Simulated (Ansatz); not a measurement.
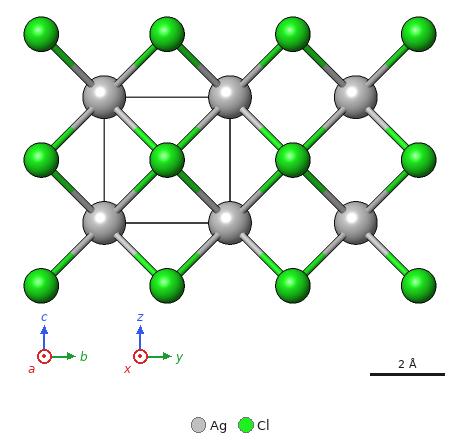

A crystal of AgCl (Pm-3m): the ratio of the cell's length along z to its lengths across, counted as 1 for the reference, is changed at fixed volume (a tetragonal or Bain path), with the atoms kept at their fractional coordinates. x, y and z are the Cartesian axes of the input. The picture shows the reference cell. A ball-and-stick model of the cell of the calculation, repeated 2 × 2 × 1 with one cell outlined, seen along the a axis.

Level of theory: Ansatz, DFT PBEsol, scalar-relativistic, plane waves, PAW. (plane-wave cutoff 420 eV; k-point mesh 12 × 12 × 12; occupations gaussian; smearing width 0.05 eV; no spin polarisation). Energies (free energies at the smearing named) are counted from the cell as listed in its source, which wasn't relaxed.

Input
```yaml
crystal:
  lattice:
    - [3.433973, 0.0, 0.0]
    - [0.0, 3.433973, 0.0]
    - [0.0, 0.0, 3.433973]
  atoms:
    - { symbol: Ag, position: [0.0, 0.0, 0.0] }
    - { symbol: Cl, position: [0.5, 0.5, 0.5] }
basis:
  ecutwfc: 420
kpoints:
  mp_grid: { grid: [12, 12, 12] }
hamiltonian:
  xc: pbesol
scf:
  occupations: { method: gaussian, width: 0.05 }
output:
  forces: true
  stress: true
  eigenvalues: true
```

Give the energy at each point (the relative ratio: 0.707, 0.780, 0.850, 1.000, 1.200, 1.414).

Answer.
| axial ratio over its reference value | E − E(ref) (meV/atom) |
| --- | --- |
| 0.707 | 335 |
| 0.780 | 159 |
| 0.850 | 61 |
| 1.000 | 0 |
| 1.200 | 63 |
| 1.414 | 239 |

Of the computed points the lowest is at the relative ratio 1.00, 0 meV/atom. The unrelaxed reference is under a pressure of −4.6 GPa. The distortion takes the space group from Pm-3m to P4/mmm. At the relative ratio 1.414 the cell of the drawing goes a 3.434 → 3.059 Å, b 3.434 → 3.059 Å, c 3.434 → 4.326 Å. The band gap on the mesh, 0.41 eV in the reference, closes at 0.707, 0.78, 0.85, 1.20, 1.414.

As a plot:

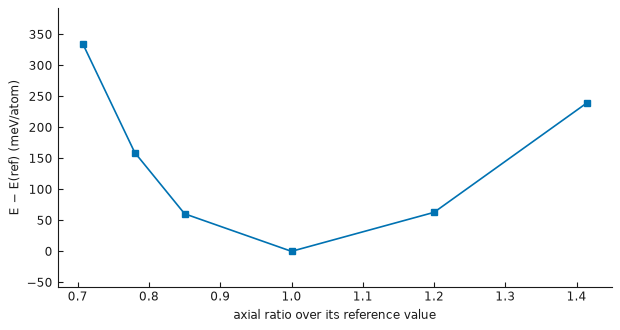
